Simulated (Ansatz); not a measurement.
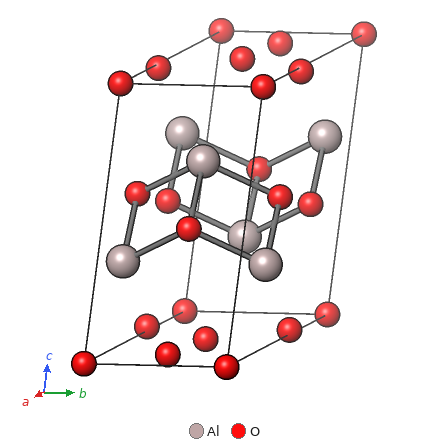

System: Al₂O₅, space group C2/m (No. 12) (cell built by us, not taken from a database). The picture shows the conventional cell.

Structure:
```
CELL_PARAMETERS angstrom
4.87576 -1.49258 -0.88429
4.87576 1.49258 -0.88429
-5.24900 0.00000 6.41616
ATOMIC_POSITIONS crystal
Al 0.41279 0.41279 0.68595
Al 0.58721 0.58721 0.31405
O 0.63488 0.63488 0.01660
O 0.36512 0.36512 0.98340
O 0.00000 0.00000 0.00000
O 0.12294 0.12294 0.45591
O 0.87706 0.87706 0.54409
```

Calculation (Ansatz 0.2.0): infrared-active and silent optical phonons at the zone centre of an insulator with atoms at rest in the given cell, intensity summed over the level, zero macroscopic field, imaginary frequencies are negative, field response on a mesh refined by the program; PAW. Level: PBEsol, no spin polarisation.

wave cutoff 420 eV; k mesh 12×12×8; occupations fixed; pressure 0 GPa.

Predict the infrared spectrum of the zone-centre phonons.

Two modes are imaginary, the softest at 594.5i cm⁻¹, so the structure is dynamically unstable. The strongest infrared line is at 776.1 cm⁻¹, followed by 731.3 (59 % of it), 523.3 (50 % of it) and 304.3 (38 % of it).

```csv
frequency (cm⁻¹),infrared ((D/Å)²/amu)
-594.5,228
-49.2,0.935
36.0,2.94
116.9,0
304.3,8.57
317.2,0
321.8,0
340.6,0
396.2,1.84
415.6,0
510.4,0
523.3,11.4
585.2,0
588.8,6.38
731.3,13.5
776.1,22.7
797.2,0
826.3,0
```

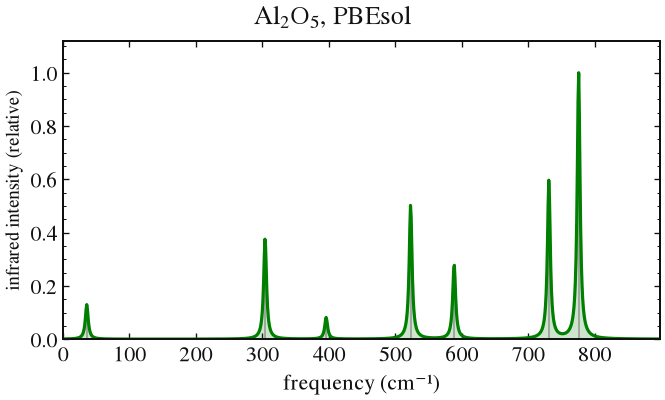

Lines are broadened by Lorentzians of 5.1 cm⁻¹ full width; the spectrum is scaled to its strongest line. These are zero-field (TO) frequencies; inactive modes don't show. Modes with imaginary frequency are left out of the spectrum.

Keep in mind: a crossing between the sampled k points may be missed; field response not converged on the k mesh.
